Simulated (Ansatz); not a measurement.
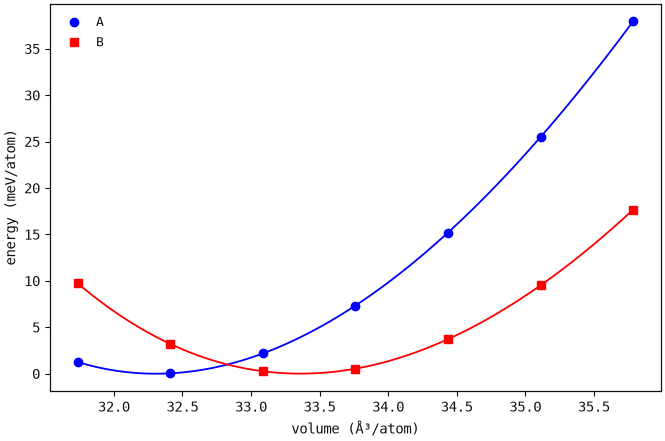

The figure compares two calculations of the energy against volume, each curve from its own zero. The first is for MgTe, space group F-43m (No. 216).

The cell holds 2 atoms.

Computed with Ansatz 0.2.0: all-electron LAPW DFT, no spin polarisation; energies at scaled volumes of the given cell, shape and fractions fixed, counted from the fit's minimum, third-order Birch-Murnaghan fit. Level: PBEsol.

- k mesh: 7×7×7
- occupations: Fermi–Dirac
- smearing width: 0.05 eV
- potentials: all electron LAPW, scalar relativistic
- program settings: basis error eV/atom 0.001

In the second, the level changes from PBEsol to LDA.

Question: Which of A and B is the second calculation, and what did the change do?

Answer: A. The equilibrium volume falls from 33.36 to 32.31 Å³/atom (−3.1 %) and the bulk modulus rises from 36.2 to 38.8 GPa (+7.2 %).

V0 and the bulk modulus come from third-order Birch–Murnaghan fits.
